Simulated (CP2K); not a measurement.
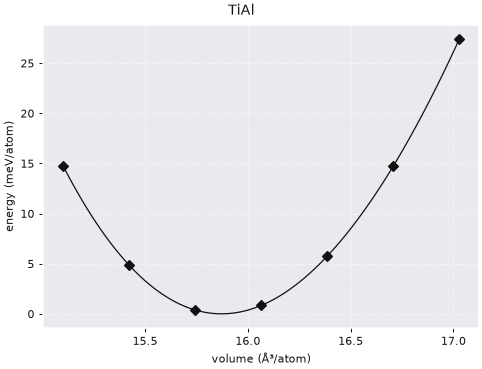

The picture above shows the energy against volume for TiAl, space group Pm-3m (No. 221).

Structure:
```
Ti Al
1.0
     3.17906    0.00000    0.00000
     0.00000    3.17906    0.00000
     0.00000    0.00000    3.17906
Ti Al
1 1
Direct
  0.00000 0.00000 0.00000
  0.50000 0.50000 0.50000
```

Computed with CP2K 2026.2: DFT in Gaussian orbitals with a plane-wave density, no spin polarisation; energies at scaled volumes of the given cell, shape and fractions fixed, counted from the fit's minimum, third-order Birch-Murnaghan fit. Level: PBEsol.

k mesh 8×8×8; occupations Fermi–Dirac; smearing width 0.05 eV; potentials GTH PBE with UZH TZVP basis; density cutoff 6123 eV; program settings ngrids 4, basis sets Ti TZVP-MOLOPT-PBE-GTH-q12, basis sets Al TZVP-MOLOPT-PBE-GTH-q3, cutoff ry 450 Ry, rel cutoff ry 60 Ry.

From this curve and the settings, what does the calculation give for the pressure at the same points?

The pressure falls from 6.39 GPa at volume 15.10 Å³/atom to −7.16 GPa at 17.03 Å³/atom, and changes sign near 15.88 Å³/atom.

```json
{"volume (Å³/atom)": "15.10", "pressure (GPa)": "6.39"}
{"volume (Å³/atom)": "15.42", "pressure (GPa)": "3.55"}
{"volume (Å³/atom)": "15.74", "pressure (GPa)": "0.96"}
{"volume (Å³/atom)": "16.06", "pressure (GPa)": "-1.38"}
{"volume (Å³/atom)": "16.39", "pressure (GPa)": "-3.51"}
{"volume (Å³/atom)": "16.71", "pressure (GPa)": "-5.42"}
{"volume (Å³/atom)": "17.03", "pressure (GPa)": "-7.16"}
```
